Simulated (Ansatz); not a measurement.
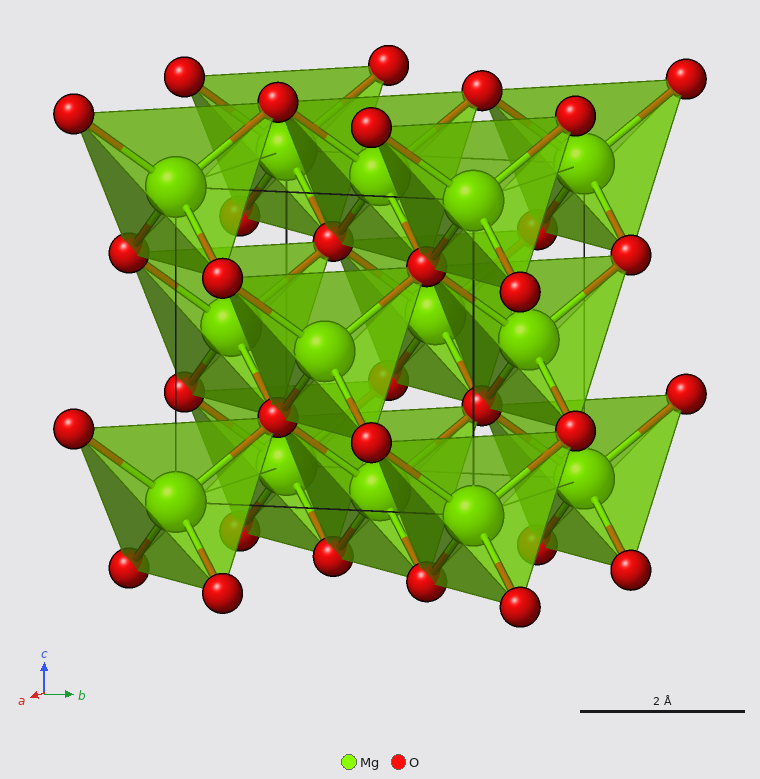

Fig. 1: The starting structure (polyhedral view of the cell 4 times as large as that of the calculation, set on its symmetry axes, seen slightly off an axis; polyhedra are completed across the faces of the cell).

Geometry relaxation of MgO (part 1 of 2)

The run: geometry relaxation of MgO (F-43m, 2 atoms in the cell). Method and program: DFT, PBE, PAW with Ansatz's default frozen-core files, scalar-relativistic, no spin polarisation (Ansatz 0.2.0).

The structure was built on a prototype by a generator; it need not be a known phase. Its volume is 0.77 times that of the source entry. It belongs to a series of runs on one base structure; here: zincblende relaxed under pressure, PAW files.

**The input**
```yaml
crystal:
  lattice:
    - [0.0, 1.9455932049, 1.9455932049]
    - [1.9455932049, 0.0, 1.9455932049]
    - [1.9455932049, 1.9455932049, 0.0]
  atoms:
    - { symbol: Mg, position: [0.0, 0.0, 0.0] }
    - { symbol: O, position: [0.25, 0.25, 0.25] }
kpoints:
  mp_grid: { grid: [17, 17, 17] }
scf:
  occupations: { method: fermi_dirac, width: 0.1 }
hamiltonian:
  xc: pbe
  pseudopotentials: { kind: paw }
output:
  forces: true
  stress: true
  eigenvalues: true
relax:
  f_tol: 0.005
  max_steps: 40
  cell: { p_target: 110.0, stress_tol: 0.055 }
```

Run on 1 thread of Intel Xeon @ 2.50GHz (Skylake/Cascade Lake), 64 GiB of memory available, shared host.

Launched with:
```bash
ansatz run input.yaml --threads 1 --pin off --max-ram 3584MiB --backend cpu --events-out ev --progress --plain --runs-dir out
```

**The program's output**
```
Engine: ansatz 0.2.0, x86_64-unknown-linux-gnu
Pseudopotentials: kind: paw
Pseudopotential: Mg, paw, valence charge 10, recommended cutoff 420 eV (normal), Mg.paw.azcp
Pseudopotential: O, paw, valence charge 6, recommended cutoff 420 eV (normal), O.paw.azcp
Functional definition: PBE
  parameter kappa = 0.804
  parameter beta = 0.06672455060314922
  exchange = pbe_x(kappa = kappa, mu = beta*pi^2/3)
  correlation = pbe_c(beta = beta)
Crystal: 2 atoms, lattice volume = 14.729 Å³
Basis set: ecut = 420 eV, 283 PW (Γ), exchange–correlation on 40×40×40 points (8 copies of the dense FFT grid, shifted against one another)
Bands: 12, of which v1, the nominal top of the filled ones, is band 8 counted from 1 (7 counted from 0)
Symmetry: 24 space group operations
Space group: F-43m (ITA 216), of the structure as read, at distance tolerance 2.5e-5 Å
k-points: 165 of 4913 (time reversal used)
Non-local potential: Mg, projectors of the file, l = 0: 3, l = 1: 2, l = 2: 1
Non-local potential: O, projectors of the file, l = 0: 2, l = 1: 2, l = 2: 1
PAW form: soft (Blöchl's): semilocal exchange-correlation on the pseudo side does not see the compensation charge
PAW one-centre angular grid: Mg, 110 points (default); XC on 64 Gauss nodes
PAW one-centre angular grid: O, 110 points (default); XC on 64 Gauss nodes
Initial density: superposition of atomic densities (neutral atoms: chi_scale 0, normalization atom), corrected by the library's trained network
Initial wavefunctions: pseudopotential atomic-orbital guess
Functional: x = pbe(κ = 0.804, μ = 0.2195149727645171), c = pbe(β = 0.06672455060314922)
SCF iter   1: F=—  HF=-2490.704991 eV  |F-HF|=—  |Δ(HF+E_count)|=         —  Δρ=8.63e-3  dr2=7.53e-3  ethr=1.77e-3  ⟨swp⟩=5.0  Hψ=11853  notcnv=0
preconditioner: auto → none  [insulator: Δε(μ)=6.928 eV  Ē_g=21.549 eV  σ=0.100 eV  W_gap=1.00  n_scr=0 (ndim 8)  ℏωp=27.4 eV  f_vac=0.000  D(μ)=0.00/eV (n_scr^D=0)  ε∞_Penn≈2.6]
SCF iter   2: F=—  HF=-2490.702890 eV  |F-HF|=—  |Δ(HF+E_count)|=   2.10e-3  Δρ=3.08e-3  dr2=7.98e-4  ethr=4.71e-5  ⟨swp⟩=2.4  Hψ=4131  notcnv=0
SCF iter   3: F=—  HF=-2490.702753 eV  |F-HF|=—  |Δ(HF+E_count)|=   1.37e-4  Δρ=9.85e-4  dr2=5.60e-5  ethr=4.99e-6  ⟨swp⟩=2.0  Hψ=2557  notcnv=0
SCF iter   4: F=—  HF=-2490.702856 eV  |F-HF|=—  |Δ(HF+E_count)|=   1.03e-4  Δρ=7.88e-5  dr2=4.63e-7  ethr=3.50e-7  ⟨swp⟩=2.0  Hψ=3300  notcnv=0
iter 5 did not close the SCF: its close was put off for the readings that it lacked (scf_convergence_deferred on its scf_iter line)
SCF iter   5: F=-2490.702856 eV  HF=-2490.702856 eV  |F-HF|=3.69e-8  |Δ(HF+E_count)|=   3.06e-7  Δρ=1.76e-5  dr2=2.28e-8  ethr=2.89e-9  ⟨swp⟩=2.0  Hψ=3133  notcnv=0
SCF iter   6: F=-2490.702856 eV  HF=-2490.702856 eV  |F-HF|=1.26e-10  |Δ(HF+E_count)|=   4.15e-8  Δρ=2.01e-6  dr2=2.30e-10  ethr=1.43e-10  ⟨swp⟩=2.0  Hψ=6667  notcnv=0
SCF 1 converged in 6 iterations: F = -2490.702856 eV  dr2 = 2.30e-10
  greatest PAW one-centre occupation: 1.001 electrons in one spin orbital (limit 2), on the Mg atom at site 0 (counted from 0), in its partial waves of l = 1
relax step   1: F+E_penalty+E_count = -2490.70285589 eV  Δ(F+E_penalty+E_count) = +0.000e0 eV  max|allowed force component| = 2.868e-16 eV/Å  Δτ_max = 0.0000 Å  P = +162.402 GPa  Ω = 14.729 Å³  (6 SCF iters, dr2 threshold 1.00e-7 eV, accepted)
Crystal: 2 atoms, lattice volume = 15.498 Å³
Basis set: ecut = 420 eV, 307 PW (Γ), exchange–correlation on 40×40×40 points (8 copies of the dense FFT grid, shifted against one another)
Initial density: handed on by an earlier stage of this run
Initial wavefunctions: those handed on with the density
iter 1 solved again at ethr=1.72e-4 eV; its pass at ethr=3.10e-3 eV (dr2=2.75e-2 eV) is discarded
SCF iter   1: F=—  HF=-2491.410369 eV  |F-HF|=—  |Δ(HF+E_count)|=         —  Δρ=1.49e-2  dr2=2.76e-2  ethr=1.72e-4  ⟨swp⟩=1.0  Hψ=13917  notcnv=0
preconditioner: auto → none  [insulator: Δε(μ)=6.486 eV  Ē_g=20.966 eV  σ=0.100 eV  W_gap=1.00  n_scr=0 (ndim 8)  ℏωp=26.7 eV  f_vac=0.000  D(μ)=0.00/eV (n_scr^D=0)  ε∞_Penn≈2.6]
SCF iter   2: F=—  HF=-2491.402498 eV  |F-HF|=—  |Δ(HF+E_count)|=   7.87e-3  Δρ=5.46e-3  dr2=2.33e-3  ethr=1.72e-4  ⟨swp⟩=2.0  Hψ=3275  notcnv=0
SCF iter   3: F=—  HF=-2491.401700 eV  |F-HF|=—  |Δ(HF+E_count)|=   7.98e-4  Δρ=1.13e-3  dr2=9.69e-5  ethr=1.46e-5  ⟨swp⟩=2.0  Hψ=2594  notcnv=0
SCF iter   4: F=—  HF=-2491.401723 eV  |F-HF|=—  |Δ(HF+E_count)|=   2.34e-5  Δρ=1.58e-4  dr2=1.73e-6  ethr=6.06e-7  ⟨swp⟩=2.0  Hψ=3185  notcnv=0
SCF iter   5: F=-2491.401792 eV  HF=-2491.401792 eV  |F-HF|=5.11e-8  |Δ(HF+E_count)|=   6.93e-5  Δρ=2.21e-5  dr2=3.98e-8  ethr=1.25e-9  ⟨swp⟩=6.1  Hψ=10022  notcnv=0
SCF 2 converged in 5 iterations: F = -2491.401792 eV  dr2 = 3.98e-8
relax step   2: F+E_penalty+E_count = -2491.40179233 eV  Δ(F+E_penalty+E_count) = -6.989e-1 eV  max|allowed force component| = 8.211e-17 eV/Å  Δτ_max = 0.0000 Å  P = +131.601 GPa  Ω = 15.498 Å³  energy of the carried Pulay correction = -3.473e-3 eV  (5 SCF iters, dr2 threshold 2.00e-7 eV, accepted)
Crystal: 2 atoms, lattice volume = 16.086 Å³
Basis set: ecut = 420 eV, 331 PW (Γ), exchange–correlation on 40×40×40 points (8 copies of the dense FFT grid, shifted against one another)
iter 1 solved again at ethr=8.43e-5 eV; its pass at ethr=3.10e-3 eV (dr2=1.35e-2 eV) is discarded
SCF iter   1: F=—  HF=-2491.848896 eV  |F-HF|=—  |Δ(HF+E_count)|=         —  Δρ=1.01e-2  dr2=1.34e-2  ethr=8.43e-5  ⟨swp⟩=1.0  Hψ=13914  notcnv=0
preconditioner: auto → none  [insulator: Δε(μ)=6.220 eV  Ē_g=20.604 eV  σ=0.100 eV  W_gap=1.00  n_scr=8 (ndim 8)  ℏωp=26.2 eV  f_vac=0.000  D(μ)=0.00/eV (n_scr^D=0)  ε∞_Penn≈2.6]
SCF iter   2: F=—  HF=-2491.845198 eV  |F-HF|=—  |Δ(HF+E_count)|=   3.70e-3  Δρ=3.88e-3  dr2=1.26e-3  ethr=8.37e-5  ⟨swp⟩=2.0  Hψ=3197  notcnv=0
SCF iter   3: F=—  HF=-2491.844778 eV  |F-HF|=—  |Δ(HF+E_count)|=   4.20e-4  Δρ=8.00e-4  dr2=5.43e-5  ethr=7.91e-6  ⟨swp⟩=2.0  Hψ=2590  notcnv=0
SCF iter   4: F=—  HF=-2491.844864 eV  |F-HF|=—  |Δ(HF+E_count)|=   8.54e-5  Δρ=1.19e-4  dr2=1.04e-6  ethr=3.39e-7  ⟨swp⟩=2.0  Hψ=3297  notcnv=0
SCF iter   5: F=-2491.844865 eV  HF=-2491.844864 eV  |F-HF|=2.80e-8  |Δ(HF+E_count)|=   9.83e-7  Δρ=1.46e-5  dr2=1.96e-8  ethr=1.25e-9  ⟨swp⟩=5.5  Hψ=9752  notcnv=0
SCF 3 converged in 5 iterations: F = -2491.844865 eV  dr2 = 1.96e-8
relax step   3: F+E_penalty+E_count = -2491.84486452 eV  Δ(F+E_penalty+E_count) = -4.431e-1 eV  max|allowed force component| = 1.943e-16 eV/Å  Δτ_max = 0.0000 Å  P = +111.667 GPa  Ω = 16.086 Å³  energy of the carried Pulay correction = -6.016e-3 eV  (5 SCF iters, dr2 threshold 2.00e-7 eV, accepted)
Crystal: 2 atoms, lattice volume = 16.137 Å³
iter 1 solved again at ethr=5.96e-7 eV; its pass at ethr=3.10e-3 eV (dr2=9.53e-5 eV) is discarded
SCF iter   1: F=—  HF=-2491.880032 eV  |F-HF|=—  |Δ(HF+E_count)|=         —  Δρ=8.35e-4  dr2=9.13e-5  ethr=5.96e-7  ⟨swp⟩=1.2  Hψ=12124  notcnv=0
preconditioner: auto → none  [insulator: Δε(μ)=6.263 eV  Ē_g=20.640 eV  σ=0.100 eV  W_gap=1.00  n_scr=8 (ndim 8)  ℏωp=26.1 eV  f_vac=0.000  D(μ)=0.00/eV (n_scr^D=0)  ε∞_Penn≈2.6]
SCF iter   2: F=—  HF=-2491.880080 eV  |F-HF|=—  |Δ(HF+E_count)|=   4.81e-5  Δρ=3.24e-4  dr2=8.81e-6  ethr=5.71e-7  ⟨swp⟩=2.0  Hψ=2640  notcnv=0
SCF iter   3: F=—  HF=-2491.880077 eV  |F-HF|=—  |Δ(HF+E_count)|=   2.77e-6  Δρ=7.06e-5  dr2=4.38e-7  ethr=5.51e-8  ⟨swp⟩=2.0  Hψ=2592  notcnv=0
SCF iter   4: F=-2491.880077 eV  HF=-2491.880077 eV  |F-HF|=8.14e-9  |Δ(HF+E_count)|=   1.73e-7  Δρ=1.09e-5  dr2=9.00e-9  ethr=1.25e-9  ⟨swp⟩=5.1  Hψ=9316  notcnv=0
SCF 4 converged in 4 iterations: F = -2491.880077 eV  dr2 = 9.00e-9
relax step   4: F+E_penalty+E_count = -2491.88007739 eV  Δ(F+E_penalty+E_count) = -3.521e-2 eV  max|allowed force component| = 2.139e-16 eV/Å  Δτ_max = 0.0000 Å  P = +110.061 GPa  Ω = 16.137 Å³  energy of the carried Pulay correction = -6.233e-3 eV  (4 SCF iters, dr2 threshold 2.00e-7 eV, accepted)
Crystal: 2 atoms, lattice volume = 16.139 Å³
iter 1 solved again at ethr=1.13e-9 eV; its pass at ethr=3.10e-3 eV (dr2=1.80e-7 eV) is discarded
SCF iter   1: F=—  HF=-2491.881329 eV  |F-HF|=—  |Δ(HF+E_count)|=         —  Δρ=3.55e-5  dr2=1.73e-7  ethr=1.13e-9  ⟨swp⟩=1.0  Hψ=12091  notcnv=0
preconditioner: auto → none  [insulator: Δε(μ)=6.268 eV  Ē_g=20.644 eV  σ=0.100 eV  W_gap=1.00  n_scr=8 (ndim 8)  ℏωp=26.1 eV  f_vac=0.000  D(μ)=0.00/eV (n_scr^D=0)  ε∞_Penn≈2.6]
SCF iter   2: F=—  HF=-2491.881402 eV  |F-HF|=—  |Δ(HF+E_count)|=   7.32e-5  Δρ=2.04e-5  dr2=3.09e-8  ethr=1.08e-9  ⟨swp⟩=2.0  Hψ=3300  notcnv=0
SCF iter   3: F=-2491.881402 eV  HF=-2491.881402 eV  |F-HF|=2.06e-9  |Δ(HF+E_count)|=   6.62e-9  Δρ=6.53e-6  dr2=3.83e-9  ethr=5.75e-11  ⟨swp⟩=4.5  Hψ=6234  notcnv=0
SCF 5 converged in 3 iterations: F = -2491.881402 eV  dr2 = 3.83e-9
relax step   5: F+E_penalty+E_count = -2491.88140196 eV  Δ(F+E_penalty+E_count) = -1.325e-3 eV  max|allowed force component| = 1.804e-16 eV/Å  Δτ_max = 0.0000 Å  P = +110.000 GPa  Ω = 16.139 Å³  energy of the carried Pulay correction = -6.241e-3 eV  (3 SCF iters, dr2 threshold 9.20e-9 eV, accepted)
Initial wavefunctions: pseudopotential atomic-orbital guess (no wavefunctions were taken with the density)
iter 1 solved again at ethr=2.59e-7 eV; its pass at ethr=3.10e-3 eV (dr2=4.15e-5 eV) is discarded
SCF iter   1: F=—  HF=-2491.891943 eV  |F-HF|=—  |Δ(HF+E_count)|=         —  Δρ=1.15e-3  dr2=3.03e-5  ethr=2.59e-7  ⟨swp⟩=2.3  Hψ=16381  notcnv=0
preconditioner: auto → none  [insulator: Δε(μ)=6.271 eV  Ē_g=20.645 eV  σ=0.100 eV  W_gap=1.00  n_scr=8 (ndim 8)  ℏωp=26.1 eV  f_vac=0.000  D(μ)=0.00/eV (n_scr^D=0)  ε∞_Penn≈2.6]
SCF iter   2: F=—  HF=-2491.892135 eV  |F-HF|=—  |Δ(HF+E_count)|=   1.92e-4  Δρ=5.24e-4  dr2=8.72e-6  ethr=1.89e-7  ⟨swp⟩=2.0  Hψ=2640  notcnv=0
SCF iter   3: F=—  HF=-2491.892169 eV  |F-HF|=—  |Δ(HF+E_count)|=   3.39e-5  Δρ=2.36e-4  dr2=1.10e-6  ethr=5.45e-8  ⟨swp⟩=2.1  Hψ=2413  notcnv=0
SCF iter   4: F=—  HF=-2491.892177 eV  |F-HF|=—  |Δ(HF+E_count)|=   8.06e-6  Δρ=1.33e-5  dr2=6.49e-9  ethr=6.89e-9  ⟨swp⟩=2.0  Hψ=2640  notcnv=0
SCF iter   5: F=—  HF=-2491.892177 eV  |F-HF|=—  |Δ(HF+E_count)|=   1.85e-8  Δρ=1.52e-6  dr2=1.30e-10  ethr=4.06e-11  ⟨swp⟩=3.0  Hψ=3296  notcnv=0
SCF iter   6: F=-2491.892177 eV  HF=-2491.892177 eV  |F-HF|=1.82e-12  |Δ(HF+E_count)|=  7.05e-11  Δρ=1.86e-7  dr2=2.10e-12  ethr=1.00e-12  ⟨swp⟩=5.9  Hψ=8278  notcnv=0
SCF 6 converged in 6 iterations: F = -2491.892177 eV  dr2 = 2.10e-12
relax step   6: F+E_penalty+E_count = -2491.89217744 eV  Δ(F+E_penalty+E_count) = -1.078e-2 eV  max|allowed force component| = 2.082e-16 eV/Å  Δτ_max = 0.0000 Å  P = +111.110 GPa  Ω = 16.139 Å³  stress off target by 1.11e0 GPa  SCF on the basis re-selected at this cell (its energy is not comparable with the rows above)  (6 SCF iters)
basis re-selected at this cell: Δ(F+E_penalty+E_count) = -1.078e-2 eV, ΔP = +1.109 GPa vs the last step (what re-selecting the basis moved, of the pressure what is left beyond the Pulay correction that the steps carried, after the strain that the cell walked since its last selection, with what the two solves' SCF thresholds leave and, on support functions, any second-order correction that the steps lacked; it is no measure of the basis error at this ecutwfc). This SCF's stress stands 1.11e0 GPa from its target on what of the cell is left free (relax.cell.stress_tol is 5.50e-2 GPa) and its largest allowed force component is 2.08e-16 eV/Å (relax.f_tol is 5.00e-3 eV/Å): not within both, so this SCF does not close the relaxation
Crystal: 2 atoms, lattice volume = 16.175 Å³
iter 1 solved again at ethr=2.86e-7 eV; its pass at ethr=3.10e-3 eV (dr2=4.57e-5 eV) is discarded
```
